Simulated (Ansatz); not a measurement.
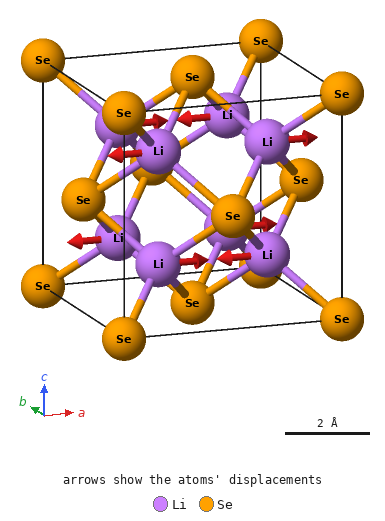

One vibrational mode of a crystal of Li₂Se relaxed at 9 GPa at the zone centre. The red arrows give the relative displacements of the atoms. A ball-and-stick model of the conventional cell (4 times the calculation's cell), seen slightly off an axis. Lengths and directions refer to the drawn axes.

The calculation used Ansatz 0.2.0, DFT PBEsol, scalar-relativistic, plane waves, PAW.

Input file:
```yaml
crystal:
  lattice:
    - [0.0, 2.798941231, 2.798941231]
    - [2.798941231, 0.0, 2.798941231]
    - [2.798941231, 2.798941231, 0.0]
  atoms:
    - { symbol: Li, position: [0.25, 0.25, 0.25] }
    - { symbol: Li, position: [0.75, 0.75, 0.75] }
    - { symbol: Se, position: [0.0, 0.0, 0.0] }
basis:
  ecutwfc: 420
kpoints:
  mp_grid: { grid: [8, 8, 8] }
hamiltonian:
  xc: pbesol
scf:
  occupations: { method: fixed }
output:
  eigenvalues: true
phonons:
  method: dfpt
  dielectric: true
  rigid_motions: translations
  eigenvectors: true
```

Launched with:
```bash
ansatz run input.yaml --threads 1 --pin off --max-ram 1228MiB --backend cpu --events-out ev --progress --plain --runs-dir out
```

Frequencies are those without the non-analytic (LO–TO) term.

Question: Describe the mode and give its frequency.

Answer: This is the T₂g mode (triply degenerate; one member of the set is drawn) at 439 cm⁻¹, the highest optical level, Raman-active by symmetry. The Se atoms stay at rest; all motion is along a; atoms of one kind move against one another, with no net shift of their sublattice.
